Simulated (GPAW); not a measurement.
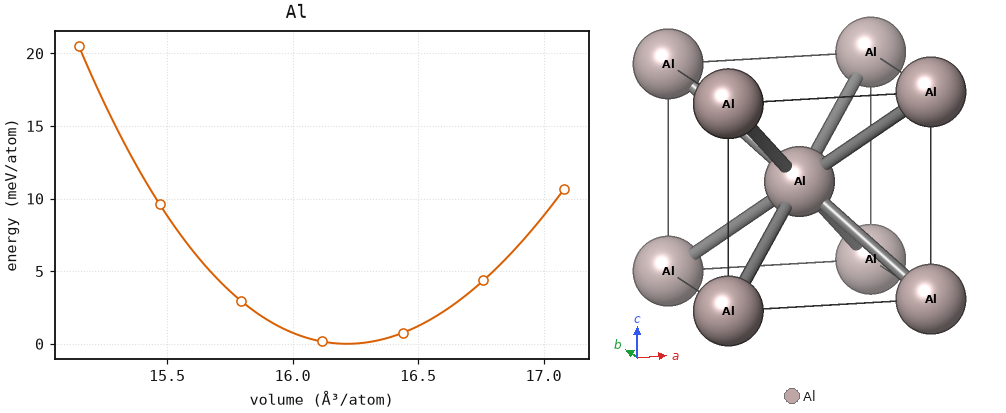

The figure shows the energy against volume for Al, space group Im-3m (No. 229). The conventional cell is drawn beside the plot.

Structure:
```yaml
crystal:
  lattice:
    - [-1.59122, 1.59122, 1.59122]
    - [1.59122, -1.59122, 1.59122]
    - [1.59122, 1.59122, -1.59122]
  atoms:
    - { symbol: Al, position: [0.00000, 0.00000, 0.00000] }
```

Computed with GPAW 26.7.0: PAW DFT in plane waves, on a grid or in atomic orbitals, no spin polarisation; energies at scaled volumes of the given cell, shape and fractions fixed, counted from the fit's minimum, third-order Birch-Murnaghan fit. Level: r2SCAN.

- k mesh: 12×12×12
- occupations: Fermi–Dirac
- smearing width: 0.05 eV
- potentials: GPAW PAW data sets (gpaw data 1.2.1)
- wave cutoff: 600 eV
- program settings: basis pw

From this curve and the settings, what does the calculation give for the pressure at the same points?

The pressure falls from 6.54 GPa at volume 15.15 Å³/atom to −3.77 GPa at 17.08 Å³/atom, and changes sign near 16.22 Å³/atom.

```
volume (Å³/atom)  pressure (GPa)
           15.15            6.54
           15.47            4.30
           15.79            2.30
           16.12            0.51
           16.44           -1.08
           16.76           -2.50
           17.08           -3.77
```
